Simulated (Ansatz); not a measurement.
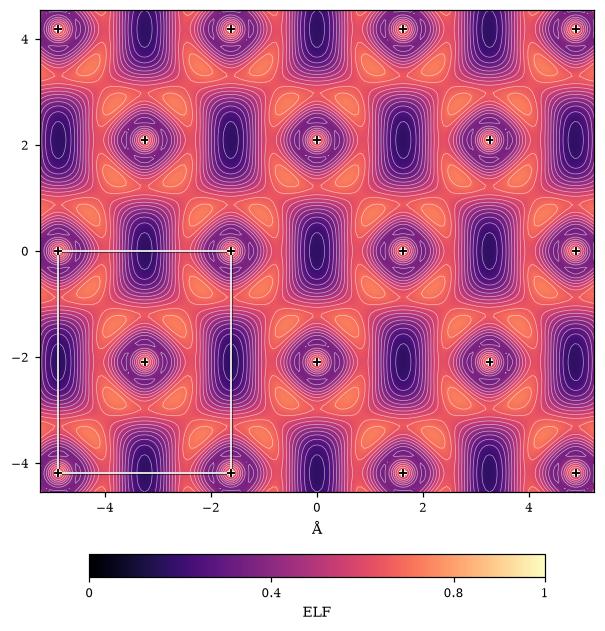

The electron localisation function on a plane through atoms (crosses mark nuclei in the plane).

Level of theory: Kohn-Sham DFT of a periodic cell, LDA, Ansatz PAW (Ansatz).

Candidates:
A. Cu, a = 2.53 Å, b = 2.53 Å, c = 4.11 Å, α = 90.00°, β = 90.00°, γ = 120.00°. Space group P6₃/mmc; a structure from a database of computed crystals, not necessarily the ambient phase; computed pressure about −8 GPa in this cell.
B. Pb, a = 6.04 Å, b = 3.48 Å, c = 6.41 Å, α = 90.00°, β = 109.14°, γ = 90.00°. Space group C2/m; a structure from a database of computed crystals, not necessarily the ambient phase; computed pressure about −2 GPa in this cell.
C. Si, a = 3.25 Å, b = 3.25 Å, c = 2.64 Å, α = 90.00°, β = 90.00°, γ = 90.00°. Space group I4/mmm; a structure from a database of computed crystals, not necessarily the ambient phase.

**Which system is this?**

Candidate C: Si on the (011) plane of the conventional cell, which holds Si. Si–Si (2.65 Å): the ELF peaks at about 0.75 between the atoms.
